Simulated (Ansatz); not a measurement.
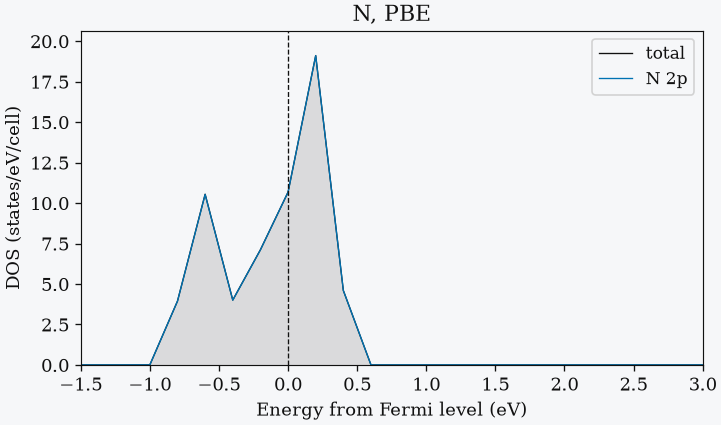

Density of states. Energies are counted from the Fermi level. The partial curves are projected on Löwdin-orthogonalised atomic shells.

Input of the run:

```
crystal:
  lattice:
    - [3.6290016496, 0.0, 0.0]
    - [-1.8145008248, 3.142807619, 0.0]
    - [0.0, 0.0, 5.89]
  atoms:
    - { symbol: "N", position: [0.3333333333, 0.6666666667, 0.25] }
    - { symbol: "N", position: [0.6666666667, 0.3333333333, 0.75] }
kpoints:
  mp_grid: { grid: [10, 10, 5] }
  band_path:
    path:
      - [0.0, 0.0, 0.0]
      - [0.5, 0.0, 0.0]
      - [0.3333333333, 0.3333333333, 0.0]
      - [0.0, 0.0, 0.0]
      - [0.0, 0.0, 0.5]
      - [0.5, 0.0, 0.5]
      - [0.3333333333, 0.3333333333, 0.5]
      - [0.0, 0.0, 0.5]
      - [0.5, 0.0, 0.5]
    npoints: 8
scf:
  occupations: { method: fermi_dirac, width: 0.02 }
hamiltonian:
  xc: pbe
  pseudopotentials: { kind: paw }
output:
  forces: true
  stress: true
  eigenvalues: true
  efg: { contact_densities: true }
  populations: true
  bader: true
  dos: { projected: true, de: 0.2, e_range: [-14, 8] }
  write_density: true
  write_potential: true
  elf: true
  volumetric_format: npy
```

Launched with:
```bash
ansatz run input.yaml --threads 1 --pin off --max-ram 2048MiB --backend cpu --events-out ev --progress --plain --runs-dir out
```

Q: What is the density of states at the Fermi level?

A: It is a metal. The density of states at the Fermi level isn't well fixed here: it changes fast, and within 0.3 eV it runs from 5.6 to 19 per eV and cell.

Q: Where is the tallest peak in the window, and which states make it?

A: The tallest peak in the window is at 0.2 eV; by projected weight it is N 2p almost alone.

The cell is at −7 GPa in this functional. The run has no spin polarisation, and a density of states this high at the Fermi level may favour a magnetic state.
